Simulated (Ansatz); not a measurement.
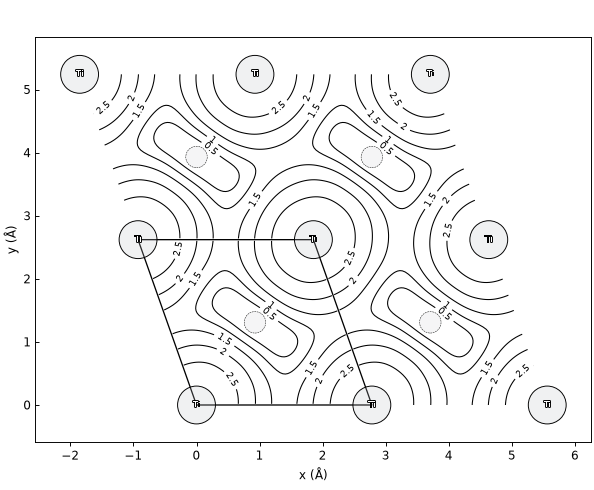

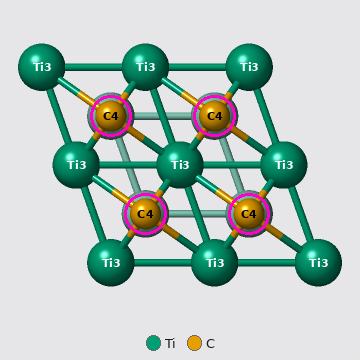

Energy landscape of C on a Ti(110) slab cut from the Im-3m phase, its upper half relaxed before the scan (3 atoms of substrate and one adsorbate in a 1 × 1 cell). C is moved over the surface cell; relaxed at each place: the height of the adsorbate's atoms; substrate rigid; the origin of the map has the adsorbate above Ti3. Places are given modulo a cell vector. The map is drawn in real space over the plane of the surface. The scan uses a 6 × 6 grid; 13 points were computed and 23 follow by symmetry. Energies are in eV, from the lowest grid point. With one adsorbate in each 1 × 1 cell, its nearest image is 2.8 Å away, so neighbouring adsorbates interact. The calculation used DFT PBEsol, scalar-relativistic, plane waves, PAW (Ansatz 0.2.0). Settings: cutoff 420 eV, k-mesh 10×10×1, gaussian smearing 0.1 eV, no spin polarisation.

The picture shows contour lines labelled in eV, labelled circles for the atoms of the top layer and small ones for the second layer, the outline of one cell of the 2 × 2 shown. Between grid points the surface is interpolated. The second picture is the structure at the lowest point; rings mark the moved atoms.

### Describe this landscape.

The lowest grid point is at a bridge site between two Ti atoms, over a second-layer Ti atom, (3/6, 3/6) of the cell vectors. No other kind of well shows on this grid. The highest grid point, the top site over a surface Ti atom, (0/6, 0/6) of the cell vectors, lies 3.00 eV above the lowest. On the interpolated surface the easiest way out of the lowest well to its copy in the next cell or period passes a barrier of about 1.3 eV. At the lowest point the adsorbate has 2 Ti at 1.87 Å as nearest neighbours, at the highest 1 Ti at 1.93 Å. Its relaxed height above the top atom is 0.96 Å at the lowest and 1.94 Å at the highest point.

The whole map (13 points run) took 15 min on 1 thread of Intel(R) Xeon(R) Platinum 8259CL CPU @ 2.50GHz (Skylake/Cascade Lake), on a shared host.

PAW datasets: the set soft_1.
